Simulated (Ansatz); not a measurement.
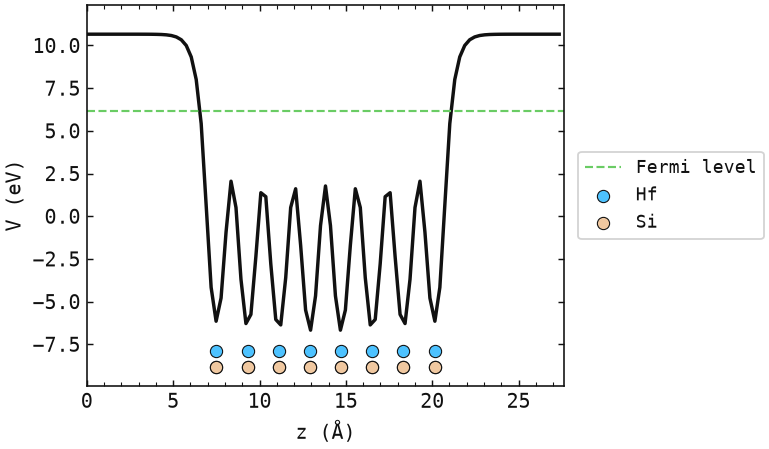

Plane-averaged electrostatic potential energy of an electron across the slab; circles at the bottom mark the heights of the atoms.

System: a (001) slab cut from HfSi2 (Cmcm), unrelaxed, ended by HfSi₂ planes, 24 atoms in the cell.

```cif
data_structure
_symmetry_space_group_name_H-M 'P 1'
_symmetry_Int_Tables_number 1
_cell_length_a 3.6204
_cell_length_b 7.3473
_cell_length_c 27.6410
_cell_angle_alpha 90.000
_cell_angle_beta 90.000
_cell_angle_gamma 104.263
_cell_volume 712.58
loop_
_atom_site_label
_atom_site_type_symbol
_atom_site_fract_x
_atom_site_fract_y
_atom_site_fract_z
_atom_site_occupancy
Hf1 Hf 0.10470 0.20940 0.27134 1
Si1 Si 0.74982 0.49964 0.27134 1
Si2 Si 0.44489 0.88977 0.27134 1
Hf2 Hf 0.89530 0.79060 0.33667 1
Si3 Si 0.25018 0.50036 0.33667 1
Si4 Si 0.55511 0.11023 0.33667 1
Hf3 Hf 0.10470 0.20940 0.40200 1
Si5 Si 0.74982 0.49964 0.40200 1
Si6 Si 0.44489 0.88977 0.40200 1
Hf4 Hf 0.89530 0.79060 0.46733 1
Si7 Si 0.25018 0.50036 0.46733 1
Si8 Si 0.55511 0.11023 0.46733 1
Hf5 Hf 0.10470 0.20940 0.53267 1
Si9 Si 0.74982 0.49964 0.53267 1
Si10 Si 0.44489 0.88977 0.53267 1
Hf6 Hf 0.89530 0.79060 0.59800 1
Si11 Si 0.25018 0.50036 0.59800 1
Si12 Si 0.55511 0.11023 0.59800 1
Hf7 Hf 0.10470 0.20940 0.66333 1
Si13 Si 0.74982 0.49964 0.66333 1
Si14 Si 0.44489 0.88977 0.66333 1
Hf8 Hf 0.89530 0.79060 0.72866 1
Si15 Si 0.25018 0.50036 0.72866 1
Si16 Si 0.55511 0.11023 0.72866 1
```

Level of theory: DFT LDA, scalar-relativistic, plane waves, PAW, no spin polarisation, 10×5×1 k mesh, 420 eV cutoff; code Ansatz 0.2.0.

What is the work function?

The work function is 4.52 eV, the same on both faces. The two vacuum levels agree, so the slab has no net dipole along its normal.

How thick are slab and vacuum?

The outermost atoms are 12.6 Å apart, which leaves 15.0 Å of vacuum in a cell 27.6 Å high.

The atoms aren't at rest in this cell (largest force 1.4 eV/Å), so the relaxed material can differ. Spin-orbit coupling is left out, which matters for Hf.
